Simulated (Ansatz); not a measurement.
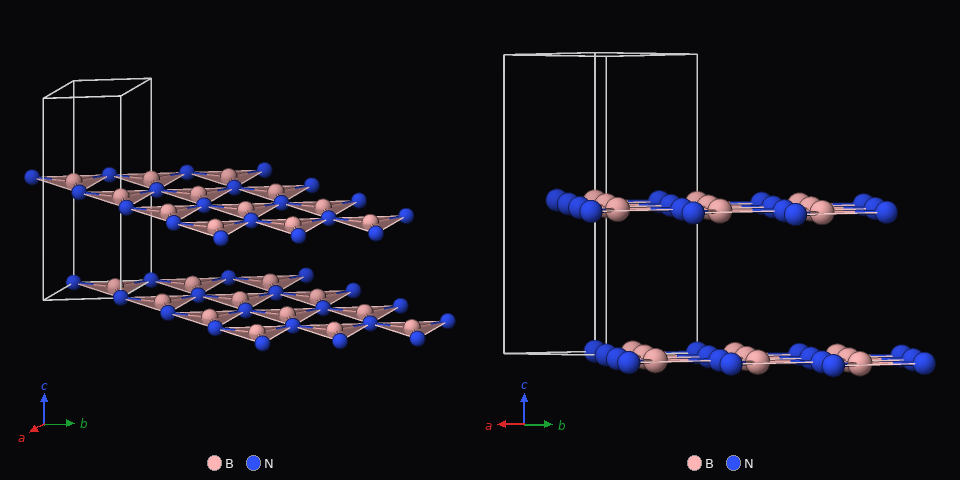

Polyhedra are drawn about B (bonds: B–N below 1.6 Å); other atoms are plain spheres. Two views of the same piece.

The compound is BN (space group P-6m2, No. 187), taken as a calculation's input that goes back to an entry of the Crystallography Open Database (an earlier step may have relaxed or displaced it).

Sharing among the drawn polyhedra:

| site | polyhedron | corner-sharing neighbours | edge-sharing | face-sharing | bond (Å) |
| --- | --- | --- | --- | --- | --- |
| B(1b) | BN3 triangle | 6 | 0 | 0 | 1.45 |
| B(1c) | BN3 triangle | 6 | 0 | 0 | 1.45 |

They form layers of corner-sharing triangles parallel to (001).
